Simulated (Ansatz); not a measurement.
System: ZnO (slab).

```cif
data_structure
_symmetry_space_group_name_H-M 'P 1'
_symmetry_Int_Tables_number 1
_cell_length_a 3.2300
_cell_length_b 6.1337
_cell_length_c 26.2048
_cell_angle_alpha 90.000
_cell_angle_beta 90.000
_cell_angle_gamma 105.266
_cell_volume 500.85
loop_
_atom_site_label
_atom_site_type_symbol
_atom_site_fract_x
_atom_site_fract_y
_atom_site_fract_z
_atom_site_occupancy
Zn1 Zn 0.87975 0.75949 0.28621 1
Zn2 Zn 0.14837 0.29674 0.30188 1
O1 O 0.73262 0.46525 0.32185 1
O2 O 0.00125 0.00249 0.33753 1
Zn3 Zn 0.49149 0.98297 0.38027 1
Zn4 Zn 0.76011 0.52022 0.39595 1
O3 O 0.34436 0.68872 0.41592 1
O4 O 0.61298 0.22597 0.43160 1
Zn5 Zn 0.10323 0.20645 0.47434 1
Zn6 Zn 0.37185 0.74370 0.49002 1
O5 O 0.95610 0.91220 0.50998 1
O6 O 0.22472 0.44945 0.52566 1
Zn7 Zn 0.71496 0.42993 0.56840 1
Zn8 Zn 0.98359 0.96717 0.58408 1
O7 O 0.56784 0.13568 0.60405 1
O8 O 0.83646 0.67293 0.61973 1
Zn9 Zn 0.32670 0.65341 0.66247 1
Zn10 Zn 0.59533 0.19065 0.67815 1
O9 O 0.17958 0.35916 0.69812 1
O10 O 0.44820 0.89640 0.71379 1
```

Not relaxed (largest force 2.0 eV/Å).

These are results of DFT PBEsol, scalar-relativistic, plane waves, PAW in Ansatz, not measurements.

Question: Predict the valence pseudo-density and electron localisation function between the atoms.

Answer: Zn–O (1.97 Å): the density is about 0.61 e/Å³ at the midpoint; the ELF peaks at about 0.85 in the valence shell of O, 0.6 Å from its nucleus, and is about 0.25 at the midpoint (no shared electron pair shows on this line).

Question: Does the calculation give a band gap?

Answer: It is metallic or semimetallic at this level of theory: no gap opens.

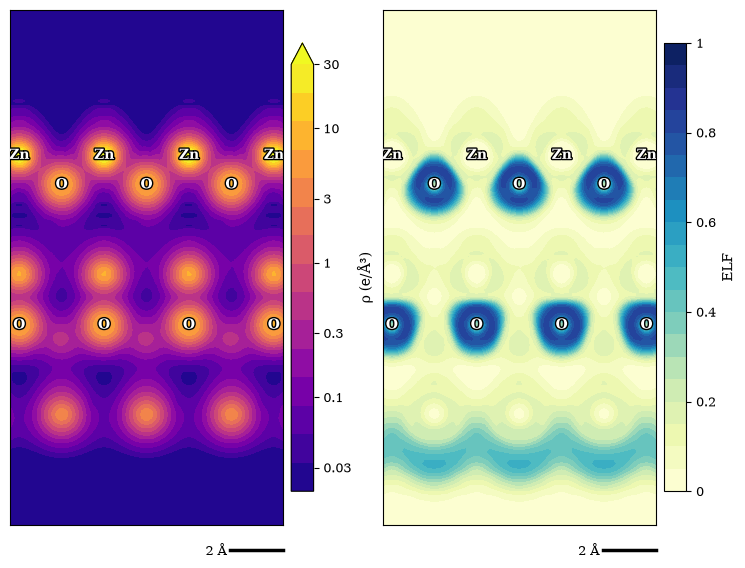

Computed valence pseudo-density and electron localisation function on the (010) plane of the calculation cell, a cut from vacuum to vacuum, in this order. Atoms just off the plane (Zn, 0.4 Å away) can leave unmarked features too.

In a PAW calculation such maps are meaningful between the atoms, not at the nuclei.
